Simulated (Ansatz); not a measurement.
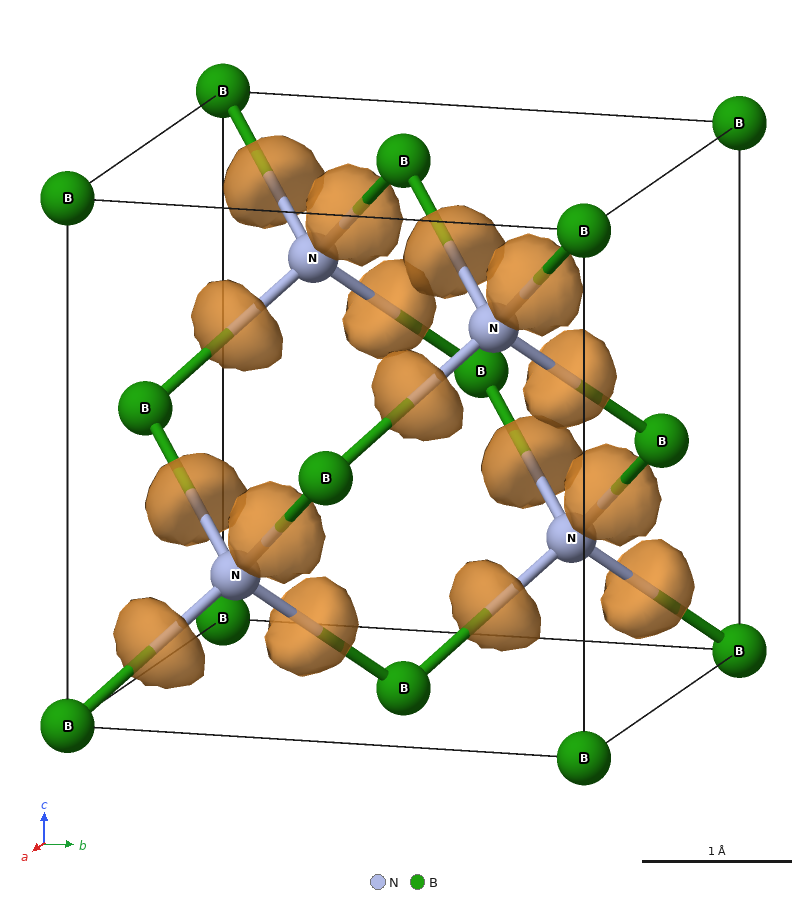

BN. Isosurface of the electron localisation function at 0.85 (orange), seen slightly off an axis. Core shells and regions of very low density are left out. Sticks mark near contacts.

Space group F-43m; a structure from a database of computed crystals, not necessarily the ambient phase.

Method: Kohn-Sham DFT of a periodic cell, PBE, Ansatz PAW in Ansatz 0.2.0.

Question: Identify the bonds, lone pairs and shells in this picture.

Answer: The surface consists of 16 regions between bonded B–N atoms (shared pairs), counted in one cell of 8 atoms. Any copies at cell faces, edges or corners count once. Along the contacts the grid gives the following. B–N (1.57 Å): the ELF peaks at about 0.95 between the atoms: a polar covalent bond.

Question: Does the calculation make it a metal, or give it a gap?

Answer: It is gapped, with a Kohn–Sham gap of 4.5 eV on the k-point mesh (the band edges may lie off the mesh, which would make the gap smaller).
